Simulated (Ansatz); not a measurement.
Input

```
crystal:
  lattice:
    - [0.0, 3.2821135562, 3.2821135562]
    - [3.2821135562, 0.0, 3.2821135562]
    - [3.2821135562, 3.2821135562, 0.0]
  atoms:
    - { symbol: Cd, position: [0.0, 0.0, 0.0] }
    - { symbol: Te, position: [0.25, 0.25, 0.25] }
basis:
  ecutwfc: 420
kpoints:
  mp_grid: { grid: [6, 6, 6] }
hamiltonian:
  xc: pbe
scf:
  occupations: { method: gaussian, width: 0.02 }
output:
  forces: true
  stress: true
  eigenvalues: true
  write_density: true
  write_potential: true
  elf: true
  volumetric_format: npy
relax:
  adjacent_minimum: "off"
  f_tol: 0.005
  max_steps: 80
  cell: { stress_tol: 0.05 }
```

Launched as:

```sh
ansatz run input.yaml --threads 8 --pin off --max-ram 14336MiB --backend cpu --events-out ev --progress --plain --runs-dir out
```

Below, planes, directions and counts refer to the conventional cell (a = 6.62 Å, b = 6.62 Å, c = 6.62 Å, α = 90.00°, β = 90.00°, γ = 90.00°).

The fields are those of the relaxed geometry.

Space group F-43m; a structure from a database of computed crystals, not necessarily the ambient phase.

These are results of DFT PBE, scalar-relativistic, plane waves, PAW in Ansatz 0.2.0, not measurements.

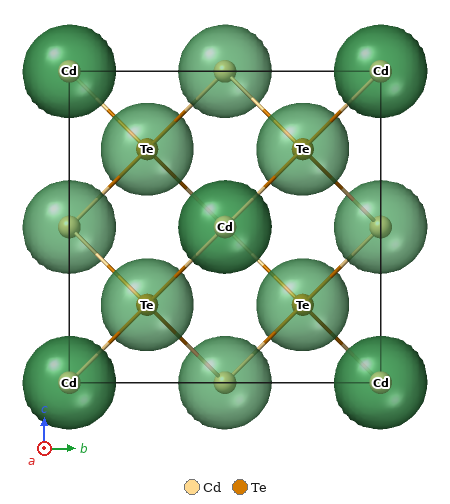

CdTe. Isosurface of the valence pseudo-density at 0.6 e/Å³ (green), seen along the a axis. Sticks mark near contacts.

In a PAW calculation such maps are meaningful between the atoms, not at the nuclei.

### Which contacts does the surface bridge?

At this value the density breaks into separate islands; it holds about 80 % of the electrons treated as valence (semicore included). It bridges none of the near contacts. It is pinched off along the shortest Cd–Te (2.87 Å) contacts. On the grid the lowest density along these lines, outside the cores, is 0.31 e/Å³ (Cd–Te, 2.87 Å).
